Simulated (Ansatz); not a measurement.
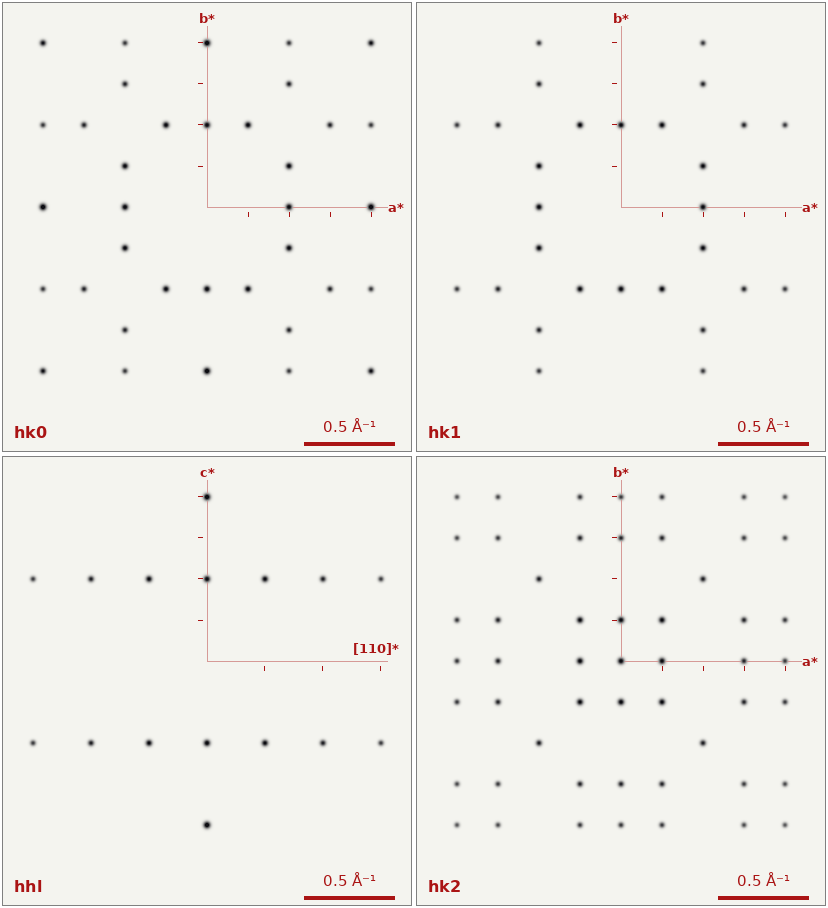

Simulated precession-type sections (X-rays; kinematic intensities, B = 0.5 Å²). The ticks mark integer indices of the conventional cell.

Question: Read the reciprocal cell and give the direct cell.

Answer: a* = 0.229, b* = 0.229, c* = 0.229 Å⁻¹; the cell is cubic with a = 4.37 Å.

Question: Which reflection conditions do the layers show?

Answer: Reflections are present only under these conditions. hkl: no condition; hk0: no condition; hhl: l = 2n; h00: h = 2n. The lattice is primitive (P). Further gaps, such as 0 4 1, 4 0 1, 1 4 0, come from atoms on special positions, not from the group's general conditions. A few very weak reflections are below the display threshold.

Question: Which space groups fit?

Answer: The intensities have Laue symmetry m-3m (the hk0 layer shows 4mm, hk1 shows 4mm). With these conditions the candidates are P-43n (No. 218), Pm-3n (No. 223). Diffraction geometry alone does not choose among them; the structure has Pm-3n. The compound is Mn. Structure: the end point of a relaxation with DFT, PBEsol, plane waves (420 eV) with PAW, scalar-relativistic (Ansatz); the starting structure was generated, so it need not be a known form of this composition.
